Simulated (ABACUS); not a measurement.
**Tb: 7 runs along one coordinate**

System: Tb (2 atoms in the cell).
Method: Kohn-Sham DFT of a periodic cell, PBE, PseudoDojo NC SR 0.4.1 PBE standard, lanthanides 3+ (f in core), spin-polarised (ABACUS 3.10.1).

The 7 runs differ only in the geometry, by an even scaling of the cell at fixed fractional positions. The structure derives from an entry of the Crystallography Open Database.

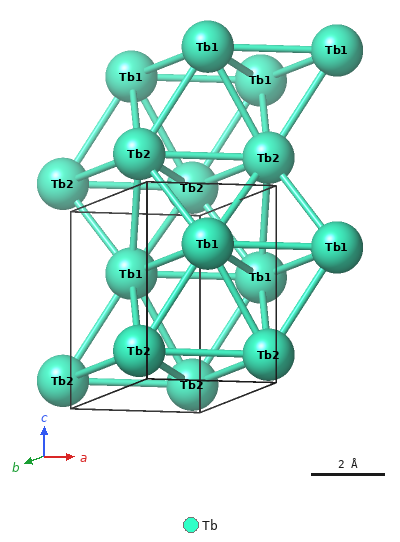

Figure 1. The structure of run 4 (ball-and-stick view of the cell of the calculation, repeated 2 × 2 × 2, seen at an oblique angle; atoms are numbered from 1 in the order of the input).

### Input of run 4
```
INPUT_PARAMETERS
suffix              Tb
calculation         scf
basis_type          pw
pseudo_dir          ./
symmetry            1
dft_functional      pbe
ecutwfc             50
pseudo_rcut         10
nspin               2
nbands              15
ks_solver           dav
smearing_method     fd
smearing_sigma      0.00367493
scf_thr             1e-08
scf_nmax            100
mixing_type         broyden
mixing_beta         0.4
cal_force           1
cal_stress          1
kpar                4
```

### File STRU of run 4
```
ATOMIC_SPECIES
Tb 158.9254 Tb.upf

LATTICE_CONSTANT
1.8897261246

LATTICE_VECTORS
3.6010000000 0.0000000000 0.0000000000
-1.8005000000 3.1185574790 0.0000000000
0.0000000000 0.0000000000 5.6936000000

ATOMIC_POSITIONS
Direct

Tb
0.0
2
0.6666666667 0.3333333333 0.7500000000 1 1 1 mag 0
0.3333333333 0.6666666667 0.2500000000 1 1 1 mag 0
```

### File KPT of run 4
```
K_POINTS
0
Gamma
9 9 5 0 0 0
```

Command:
```bash
OMP_NUM_THREADS=1 mpirun -np 4 abacus > log
```

Lattice vectors (Å) and fractional positions of run 4:
```
   3.601000    0.000000    0.000000
  -1.800500    3.118557    0.000000
   0.000000    0.000000    5.693600
Tb  0.666667  0.333333  0.750000
Tb  0.333333  0.666667  0.250000
```

Run 6 differs from it as follows:
```diff
-3.6010000000 0.0000000000 0.0000000000
--1.8005000000 3.1185574790 0.0000000000
-0.0000000000 0.0000000000 5.6936000000
+3.6483870132 0.0000000000 0.0000000000
+-1.8241935066 3.1595958362 0.0000000000
+0.0000000000 0.0000000000 5.7685243816
```

### Results, with one run withheld

```csv
run,volume per atom (Å³),"free energy per atom, from the lowest run given (meV)",pressure (GPa)
1,30.051,15.25,2.72
2,30.691,6.41,1.70
3,31.330,1.44,0.77
4,31.969,0.00,−0.07
5,32.609,1.77,−0.83
6,33.248,?,?
7,33.888,13.80,−2.17
```

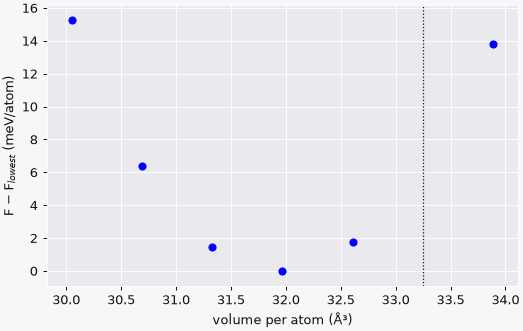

Figure 2. Free energy per atom of the runs given; the dotted line marks run 6.

Estimate the energy of run 6 from the others.

A cubic polynomial in V^(−2/3) (the Birch–Murnaghan form), fitted to the 6 runs given, misses them by under 0.01 meV per atom. With x = V^(−2/3) − 0.09981 Å⁻², it reads F = 0.17762 + 818.06 x + 9.1412e+05 x² − 1.4305e+06 x³ (meV per atom). At run 6 it gives 6.45 meV per atom, and the run itself gives 6.45. The slope of the fit gives a pressure −dF/dV of −1.52 GPa there, and the run prints −1.53 GPa. The fit has its minimum at 31.927 Å³ per atom, where V d²F/dV² gives 40.3 GPa. Cell shape and fractional positions are held, so this is the stiffness under even scaling; the relaxed bulk modulus wasn't computed.

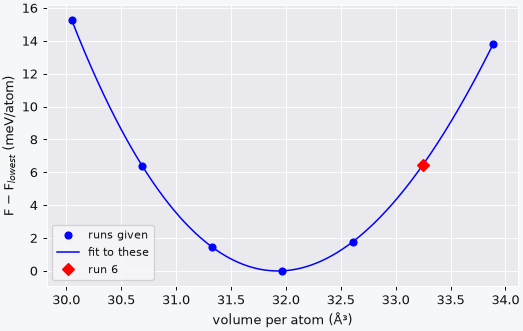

Figure 3. The fit and the withheld run.

### Some lines of the output (run 6)
```
[...]
 E_Fermi        0.7338978133         9.9851920112
 E_Fermi        0.7314298097         9.9516130988
 E_Fermi        0.7301191807         9.9337810762
 E_Fermi        0.7277471373         9.9015077710
 E_Fermi        0.7275911678         9.8993856960
 E_Fermi        0.7275545449         9.8988874164
 E_Fermi        0.7275358823         9.8986334991
 E_Fermi        0.7275403299         9.8986940121
 E_KS(sigma->0) -170.5881248522      -2320.9705091259
 E_Fermi        0.7275498349         9.8988233336
 final etot is -2320.9855499 eV
 EFERMI = 9.8988233336 eV
 TOTAL-PRESSURE: -15.300352 KBAR
 !FINAL_ETOT_IS -2320.9855499438326660 eV
```

Notes: Points of doubt noted for this run: f electrons in core.
